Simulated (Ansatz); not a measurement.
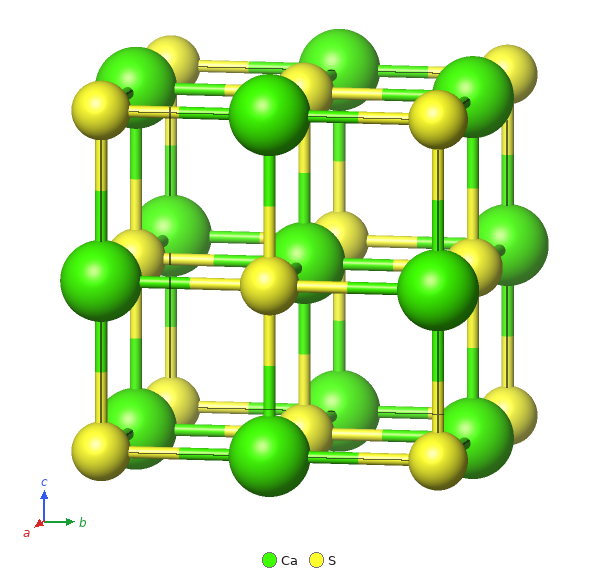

Shown here is a ball-and-stick view of the crystal, taken slightly off an axis. Thin lines show the conventional unit cell, with boundary atoms drawn in all their periodic places.

Edges and angles: a = 5.69 Å, b = 5.69 Å, c = 5.69 Å, α = 90.00°, β = 90.00°, γ = 90.00°.

Bond cut-offs: Ca–S up to 3.58 Å (cut-off distances).

### What is the chemical formula?

CaS. The cell holds 4 Ca, 4 S, counting shared atoms by their share.

### What is the Hermann-Mauguin symbol of the space group?

Fm-3m (No. 225), with Ca on 4b and S on 4a.

### Which textbook structure type do you recognise?

Rock salt (NaCl type).

### How far does the bonding extend?

The bonds build a three-dimensional framework.

Its origin is a structure type known for this compound. Earlier steps of the study, as a rule a relaxation of our own, may have changed the cell and positions, so they can lie some per cent off the listed ones. A calculation with Ansatz used it as input.
